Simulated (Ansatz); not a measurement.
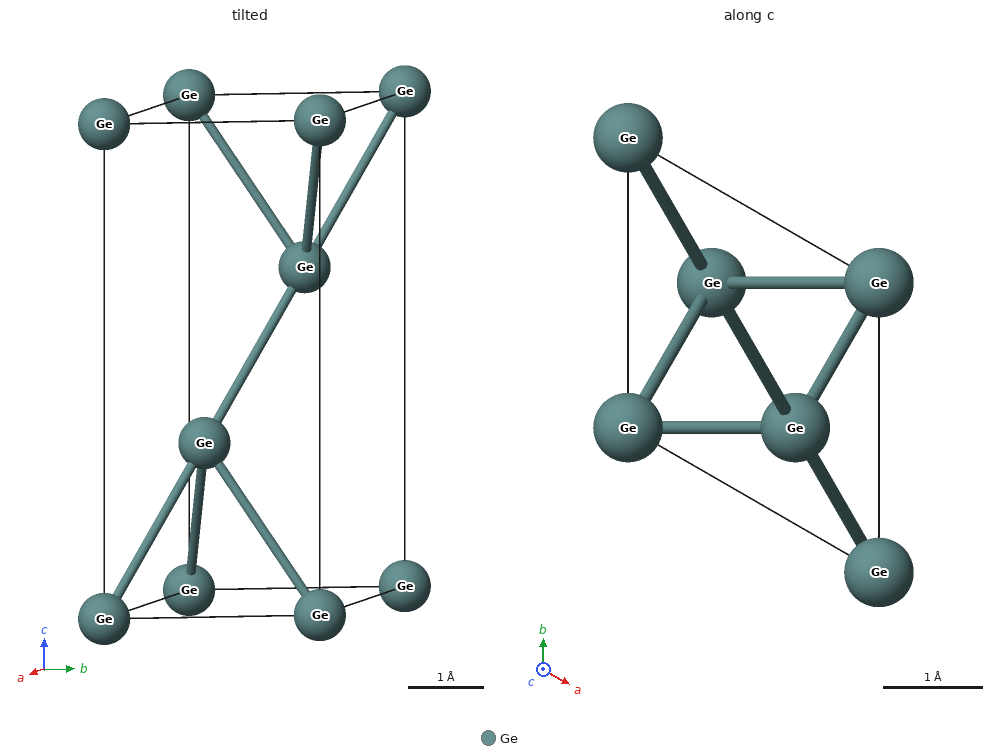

Ball-and-stick drawing of the structure, looking slightly off an axis and along the c axis. Thin lines show the conventional unit cell, with boundary atoms drawn in all their periodic places. Cell: a = 2.934 Å, b = 2.934 Å, c = 6.751 Å, α = 90.00°, β = 90.00°, γ = 120.00°.

Notes on the structure:

- The element is germanium.
- The structure has R-3m (No. 166) symmetry and a rhombohedral (trigonal R) lattice.
- The cell holds three atoms.
- Numbers of contacts at bonding distance: Ge 6.

The structure comes from a structure listed in the Materials Project. The cell was then strained or its atoms displaced on purpose. It went into a calculation with Ansatz.

At this level of theory the cell isn't at rest (compressed, at 14 GPa), so its distances can differ from those at equilibrium, the more so the softer the solid.
